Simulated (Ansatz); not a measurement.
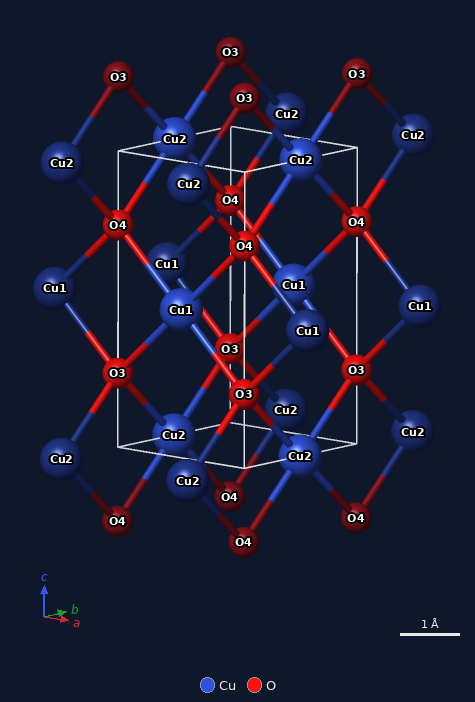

Figure 1. The structure as given in the input (ball-and-stick view of the cell of the calculation, seen at an oblique angle; neighbours outside the cell are drawn fainter; atoms are numbered from 1 in the order of the input). An atom can appear more than once, as a periodic image. Near neighbours in the periodic cell (some may lie outside the picture): Cu has 4 O at 1.94 Å; O has 4 Cu at 1.94 Å.

**What a change does: geometry relaxation on CuO**

System: CuO (4 atoms in the cell).
Method of run 1: DFT PBEsol, scalar-relativistic, plane waves, PAW, no spin polarisation (Ansatz 0.2.0).

The structure derives from a Materials Project entry. Text and figures count atoms from 1; the logs count them from 0 in places.

Input, run 1:
```yaml
crystal:
  lattice:
    - [2.8795009639, 0.0, 0.0]
    - [0.039072758, 2.8792794796, 0.0]
    - [0.0174953863, 0.0172449008, 5.1763391994]
  atoms:
    - { symbol: Cu, position: [0.5, 0.0, 0.5] }
    - { symbol: Cu, position: [0.0, 0.5, 0.0] }
    - { symbol: O, position: [0.00157603, 0.99832822, 0.2501129] }
    - { symbol: O, position: [0.99842397, 0.00167178, 0.7498871] }
basis:
  ecutwfc: 420
kpoints:
  mp_grid: { grid: [14, 14, 8] }
hamiltonian:
  xc: pbesol
scf:
  occupations: { method: gaussian, width: 0.1 }
output:
  forces: true
  stress: true
  eigenvalues: true
relax:
  adjacent_minimum: "off"
  f_tol: 0.01
  max_steps: 60
  cell: { stress_tol: 0.05 }
```

Command:
```bash
ansatz run input.yaml --threads 1 --pin off --max-ram 2560MiB --backend cpu --events-out ev --progress --plain --runs-dir out
```

Hardware: 1 thread of Intel Xeon (Granite Rapids), 32 GiB of memory available, shared host.

Output, shortened to warnings, some set-up lines, iterations and results (run 1):
```
Basis set: ecut = 420 eV, 827 PW (Γ), exchange–correlation on 40×40×72 points (8 copies of the dense FFT grid, shifted against one another)
Symmetry: 2 space group operations
k-points: 788 of 1568
Initial density: superposition of atomic densities (neutral atoms: chi_scale 0, normalization atom), corrected by the library's trained network
[...]
SCF iter   1: F=—  HF=-14296.583735 eV  |F-HF|=—  |Δ(HF+E_count)|=         —  Δρ=1.89e-2  dr2=1.06e-1  ethr=1.77e-3  ⟨swp⟩=5.1  Hψ=82549  notcnv=0
SCF iter   2: F=—  HF=-14296.608575 eV  |F-HF|=—  |Δ(HF+E_count)|=   2.48e-2  Δρ=2.74e-2  dr2=1.67e-1  ethr=2.13e-4  ⟨swp⟩=2.1  Hψ=52935  notcnv=0  defer=301
SCF iter   3: F=—  HF=-14296.554918 eV  |F-HF|=—  |Δ(HF+E_count)|=   5.37e-2  Δρ=7.82e-3  dr2=1.46e-2  ethr=2.13e-4  ⟨swp⟩=2.0  Hψ=38777  notcnv=0  defer=301
SCF iter   4: F=—  HF=-14296.551416 eV  |F-HF|=—  |Δ(HF+E_count)|=   3.50e-3  Δρ=2.57e-3  dr2=1.87e-3  ethr=2.92e-5  ⟨swp⟩=2.0  Hψ=30911  notcnv=0  defer=301
SCF iter   5: F=—  HF=-14296.551086 eV  |F-HF|=—  |Δ(HF+E_count)|=   3.30e-4  Δρ=4.63e-4  dr2=5.94e-5  ethr=3.74e-6  ⟨swp⟩=2.1  Hψ=29327  notcnv=0  defer=299
[... 61 lines ...]
SCF iter   4: F=—  HF=-14296.560091 eV  |F-HF|=—  |Δ(HF+E_count)|=   8.78e-9  Δρ=2.45e-6  dr2=1.63e-9  ethr=1.40e-11  ⟨swp⟩=2.0  Hψ=43157  notcnv=0
SCF iter   5: F=—  HF=-14296.560091 eV  |F-HF|=—  |Δ(HF+E_count)|=  3.06e-10  Δρ=7.58e-7  dr2=1.46e-10  ethr=3.26e-12  ⟨swp⟩=2.3  Hψ=29310  notcnv=0
SCF iter   6: F=-14296.560091 eV  HF=-14296.560091 eV  |F-HF|=2.73e-11  |Δ(HF+E_count)|=  2.18e-11  Δρ=2.78e-7  dr2=2.02e-11  ethr=1.00e-12  ⟨swp⟩=4.0  Hψ=80397  notcnv=0
SCF 8 converged in 6 iterations: F = -14296.560091 eV  dr2 = 2.02e-11
relax step   8: F+E_penalty+E_count = -14296.56009127 eV  Δ(F+E_penalty+E_count) = +3.454e-5 eV  max|allowed force component| = 4.084e-5 eV/Å  Δτ_max = 0.0000 Å  P = -0.000 …
basis re-selected at this cell: Δ(F+E_penalty+E_count) = +3.454e-5 eV, ΔP = -0.000 GPa vs the last step (what re-selecting the basis moved, of the pressure what is left beyond the Pulay correction that the steps carried, after the strain that the cell walked since its last selection, with what the …
SCF converged after 6 iterations
Free energy (F): -14296.560091 eV
Harris-Foulkes:  -14296.560091 eV  (|F-HF|=2.73e-11)
Internal energy: -14296.547288 eV  (E = F + TS)
E sigma→0 (E₀):  -14296.553690 eV
Entropy (-TS):   -0.012803 eV (-3.201 meV/atom)
Fermi energy:    11.444001 eV
--- Per-component energies (eV) ---
  E_band       = -904.130263
  E_kinetic    = 942.090212
  E_local      = -10011.953878  (includes V_loc(G=0)·N_el)
  E_nonlocal   = 879.603707
  E_hartree    = 4330.198872
  E_xc         = -320.952777
  E_vxc        = -414.111957  (∫ρ·V_xc dr)
  E_paw        = -3552.107137  (= ΣΔE_a)
  E_vpaw       = -960.161682  (= ΣTr[D̂ρ^β])
  E_aug_tail   = 0.005435  (compensation charges beyond the density's cutoff)
  E_ewald      = -6563.914703
  E_core_change = 0.482980  (= ΣΔE_core)
  E_smearing   = -0.012803  (= −TS)
  E_closure    = -0.000000  (closes the sum)
  Σ components = -14296.560091   (vs F -14296.560091, Δ=0.00e0)
--- Forces (eV/Å), atoms counted from 1 ---
  atom   1  Cu     0.00000000     0.00000000     0.00000000
  atom   2  Cu     0.00000000     0.00000000     0.00000000
  atom   3  O     -0.00004084    -0.00000862     0.00001460
  atom   4  O      0.00004084     0.00000862    -0.00001460
  max |Σ_I F_I| component: 0.00e0 eV/Å
--- Stress (GPa, compression-positive) ---
        0.001989      -0.018035      -0.006465
       -0.018035       0.003578      -0.006933
       -0.006465      -0.006933      -0.006255
  P = ⅓ Tr σ = -0.0002 GPa (-0.002 kbar)
--- Relaxed structure (6 steps of the walk, 6 accepted, 2 SCFs on fresh bases) ---
  F+E_penalty+E_count = -14296.56009127 eV   max|allowed force component| = 4.084e-5 eV/Å   (the final SCF, on the basis selected at the relaxed cell)
  cell:  # Å, volume = 42.6510 Å³
    - [2.8939848865487057, -0.015806014487673912, -0.0039516591043368895]
    - [0.023464495690824046, 2.893910338785682, -0.003928604578408707]
    - [0.01038502255602702, 0.0102713737902554, 5.092448601151215]
  atoms:
[...]
```

Run 2 used a changed input.

The two runs side by side:

| quantity | run 1 | run 2 |
| --- | --- | --- |
| outcome | converged | converged |
| free energy per atom (eV) | −3574.1400 | −3574.1452 |
| energy per atom, smearing taken to zero (eV) | −3574.1384 | −3574.1436 |
| gap on the mesh (eV) | 0.00 | 0.00 |
| pressure (GPa) | 0.00 | 0.00 |
| largest force (eV/Å) | 0.000 | 0.000 |
| SCF iterations | 55 | 38 |
| irreducible k-points | 788 | 788 |
| wall time (shared host) | 3.1 min | 4.2 min |

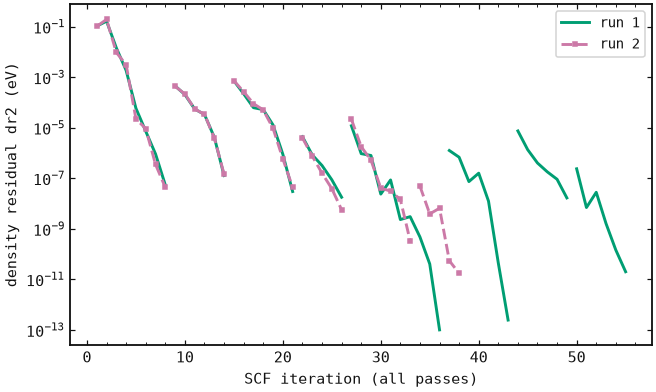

Figure 2. Convergence of the two runs: density residual dr2 against the SCF iteration. A break in a curve parts two SCF passes. Run 1 takes 55 iterations in all, and run 2 takes 38.

Which change of the input explains these differences?

The change (lines with − go, lines with + come):
```diff
-  ecutwfc: 420
+  ecutwfc: 650
```

The free energy of run 2 is 5.1 meV per atom lower, which measures how much it depends on this numerical setting. More plane waves can only lower the energy of a fixed Hamiltonian, so the higher cutoff gives the lower value. The SCF takes 38 iterations over all geometry steps against 55.

Output, shortened to warnings, some set-up lines, iterations and results (run 2):
```
Basis set: ecut = 650 eV, 1597 PW (Γ), exchange–correlation on 48×48×90 points (8 copies of the dense FFT grid, shifted against one another)
Symmetry: 2 space group operations
k-points: 788 of 1568
Initial density: superposition of atomic densities (neutral atoms: chi_scale 0, normalization atom), corrected by the library's trained network
[...]
SCF iter   1: F=—  HF=-14296.604073 eV  |F-HF|=—  |Δ(HF+E_count)|=         —  Δρ=1.86e-2  dr2=1.04e-1  ethr=1.77e-3  ⟨swp⟩=5.1  Hψ=83276  notcnv=0
SCF iter   2: F=—  HF=-14296.637868 eV  |F-HF|=—  |Δ(HF+E_count)|=   3.38e-2  Δρ=2.96e-2  dr2=1.96e-1  ethr=2.07e-4  ⟨swp⟩=2.0  Hψ=53283  notcnv=0  defer=301  recentre
SCF iter   3: F=—  HF=-14296.573607 eV  |F-HF|=—  |Δ(HF+E_count)|=   6.43e-2  Δρ=5.00e-3  dr2=9.63e-3  ethr=2.07e-4  ⟨swp⟩=2.0  Hψ=45110  notcnv=0  defer=301
SCF iter   4: F=—  HF=-14296.572082 eV  |F-HF|=—  |Δ(HF+E_count)|=   1.52e-3  Δρ=3.32e-3  dr2=3.14e-3  ethr=1.93e-5  ⟨swp⟩=2.3  Hψ=42219  notcnv=0  defer=266
SCF iter   5: F=—  HF=-14296.571457 eV  |F-HF|=—  |Δ(HF+E_count)|=   6.26e-4  Δρ=3.03e-4  dr2=2.28e-5  ethr=6.28e-6  ⟨swp⟩=2.0  Hψ=30000  notcnv=0  defer=266
[... 40 lines ...]
SCF iter   3: F=—  HF=-14296.580682 eV  |F-HF|=—  |Δ(HF+E_count)|=   1.33e-9  Δρ=5.45e-6  dr2=6.59e-9  ethr=7.88e-12  ⟨swp⟩=2.0  Hψ=43471  notcnv=0
SCF iter   4: F=—  HF=-14296.580682 eV  |F-HF|=—  |Δ(HF+E_count)|=   2.52e-9  Δρ=4.69e-7  dr2=5.53e-11  ethr=7.88e-12  ⟨swp⟩=2.0  Hψ=42081  notcnv=0
SCF iter   5: F=-14296.580682 eV  HF=-14296.580682 eV  |F-HF|=2.36e-11  |Δ(HF+E_count)|=  1.46e-11  Δρ=2.54e-7  dr2=1.74e-11  ethr=1.00e-12  ⟨swp⟩=3.0  Hψ=66400  notcnv=0
SCF 6 converged in 5 iterations: F = -14296.580682 eV  dr2 = 1.74e-11
relax step   6: F+E_penalty+E_count = -14296.58068186 eV  Δ(F+E_penalty+E_count) = +1.438e-5 eV  max|allowed force component| = 2.898e-4 eV/Å  Δτ_max = 0.0000 Å  P = +0.000 …
basis re-selected at this cell: Δ(F+E_penalty+E_count) = +1.438e-5 eV, ΔP = -0.000 GPa vs the last step (what re-selecting the basis moved, of the pressure what is left beyond the Pulay correction that the steps carried, after the strain that the cell walked since its last selection, with what the …
SCF converged after 5 iterations
Free energy (F): -14296.580682 eV
Harris-Foulkes:  -14296.580682 eV  (|F-HF|=2.36e-11)
Internal energy: -14296.567877 eV  (E = F + TS)
E sigma→0 (E₀):  -14296.574280 eV
Entropy (-TS):   -0.012804 eV (-3.201 meV/atom)
Fermi energy:    11.439117 eV
--- Per-component energies (eV) ---
  E_band       = -904.346013
  E_kinetic    = 941.592547
  E_local      = -10013.606812  (includes V_loc(G=0)·N_el)
  E_nonlocal   = 881.108126
  E_hartree    = 4331.325476
  E_xc         = -320.814652
  E_vxc        = -413.932049  (∫ρ·V_xc dr)
  E_paw        = -3553.146852  (= ΣΔE_a)
  E_vpaw       = -962.159556  (= ΣTr[D̂ρ^β])
  E_aug_tail   = 0.001256  (compensation charges beyond the density's cutoff)
  E_ewald      = -6563.509946
  E_core_change = 0.482980  (= ΣΔE_core)
  E_smearing   = -0.012804  (= −TS)
  E_closure    = -0.000000  (closes the sum)
  Σ components = -14296.580682   (vs F -14296.580682, Δ=0.00e0)
--- Forces (eV/Å), atoms counted from 1 ---
  atom   1  Cu     0.00000000     0.00000000     0.00000000
  atom   2  Cu     0.00000000     0.00000000     0.00000000
  atom   3  O     -0.00023676     0.00028977     0.00012348
  atom   4  O      0.00023676    -0.00028977    -0.00012348
  max |Σ_I F_I| component: 0.00e0 eV/Å
--- Stress (GPa, compression-positive) ---
       -0.001263      -0.012678      -0.004131
       -0.012678       0.003217      -0.003848
       -0.004131      -0.003848      -0.001149
  P = ⅓ Tr σ = 0.0003 GPa (0.003 kbar)
--- Relaxed structure (5 steps of the walk, 5 accepted, 1 SCFs on fresh bases) ---
  F+E_penalty+E_count = -14296.58068186 eV   max|allowed force component| = 2.898e-4 eV/Å   (the final SCF, on the basis selected at the relaxed cell)
  cell:  # Å, volume = 42.6585 Å³
    - [2.8942469442012477, -0.01692004530631511, -0.004033816792938568]
[...]
```

For both runs: The run has no spin polarisation, so a magnetic state may lie lower.
